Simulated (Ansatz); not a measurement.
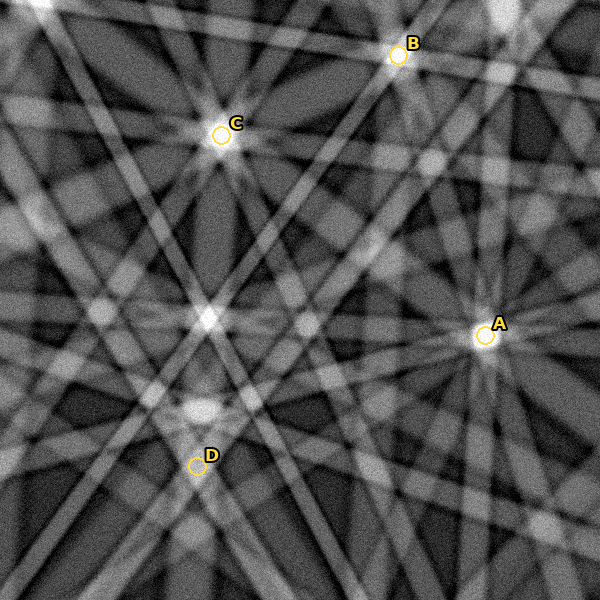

Simulated Kikuchi (electron backscatter) pattern at 20 kV: kinematic bands of width 2θ(Bragg) in gnomonic projection, seen from the camera side; the frame spans ±31° from its centre. Crystal: Ir, space group R-3m (No. 166), a = 7.00 Å, c = 16.56 Å (hexagonal axes). Structure: the end point of a relaxation with Ansatz, DFT PBEsol, scalar-relativistic, plane waves, PAW; the starting structure was generated, so it need not be a known form of this composition.

```csv
atom,site,symmetry,x,y,z
Ir,18h,.m,0.1180,0.8820,0.8945
Ir,18h,.m,0.2139,0.7861,0.0269
```

Pole A is [211] and pole B is [122].

Question: Index the poles C and D.

Answer: C is [001], 36.2° from A and 20.1° from B. D is [1-11], 34.4° from A and 49.0° from B.

Question: Which band joins A and B, and how wide is it?

Answer: It comes from the planes common to both zones. The strongest order is 0 3 -3 with d = 1.897 Å, so the band is 2θ = 2.6° wide (λ = 0.0859 Å).
